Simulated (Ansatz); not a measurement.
System: ZnO, space group Fm-3m (No. 225) (one of a set of cubic test structures, which need not be the stable phase).

One of the inputs:
```
crystal:
  lattice:
    - [0.0, 2.164409468907, 2.164409468907]
    - [2.164409468907, 0.0, 2.164409468907]
    - [2.164409468907, 2.164409468907, 0.0]
  atoms:
    - { symbol: Zn, position: [0, 0, 0] }
    - { symbol: O, position: [0.5, 0.5, 0.5] }
kpoints:
  mp_grid: { grid: [43, 43, 43] }
hamiltonian:
  xc: pbe
  pseudopotentials: { kind: paw }
scf:
  occupations: { method: fermi_dirac, width: 0.061225619053 }
output:
  forces: true
  stress: true
```

Launched with:
```bash
ansatz run input.yaml --threads 2
```

Calculation (Ansatz 0.2.0 development build): equation of state of a cubic crystal from periodic Kohn-Sham density functional theory without spin, third-order Birch-Murnaghan fit to the free energies; pressure corrected for the finite basis. Level: PBE.

structure type rock salt; atoms in cell 2; space group number 225; lattice centring face-centred primitive; k mesh 43×43×43; occupation method Fermi–Dirac; occupation width 0.06123 eV; wave cutoff 420 eV; datasets soft-1 PAW; density tolerance 1e−07 eV; bands 13; density cutoff ratio 4; search for lower states default.

Describe the result: the energy above the lowest point and pressure against volume. The volume takes the values 9.53, 9.73, 9.94, 10.14, 10.34, 10.55, 10.75 Å³/atom.

A third-order Birch–Murnaghan fit gives V0 = 10.14 Å³/atom, B0 = 166 GPa and B′ = 4.6. The energy above the lowest point is 21.5 meV/atom at volume 9.53 Å³/atom and 16.6 meV/atom at 10.75 Å³/atom; the lowest computed point is at volume 10.14 Å³/atom (0.0 meV/atom), and no other minimum shows. The pressure falls from 11.9 GPa at volume 9.53 Å³/atom to −8.4 GPa at 10.75 Å³/atom, and changes sign near 10.15 Å³/atom.

| volume (Å³/atom) | energy above the lowest point (meV/atom) | pressure (GPa) |
| --- | --- | --- |
| 9.53 | 21.5 | 11.9 |
| 9.73 | 9.3 | 7.5 |
| 9.94 | 2.3 | 3.6 |
| 10.14 | 0.0 | 0.1 |
| 10.34 | 1.9 | −3.1 |
| 10.55 | 7.6 | −5.9 |
| 10.75 | 16.6 | −8.4 |

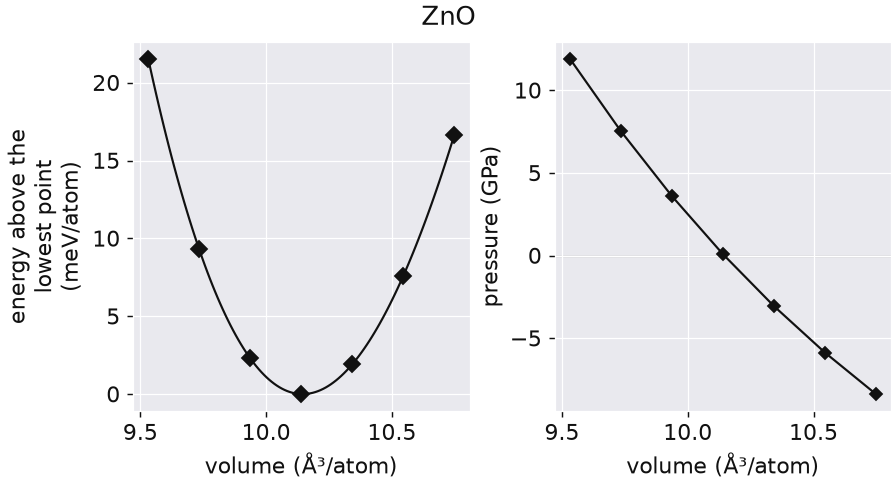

Note: cubic model structure, not the ambient form.
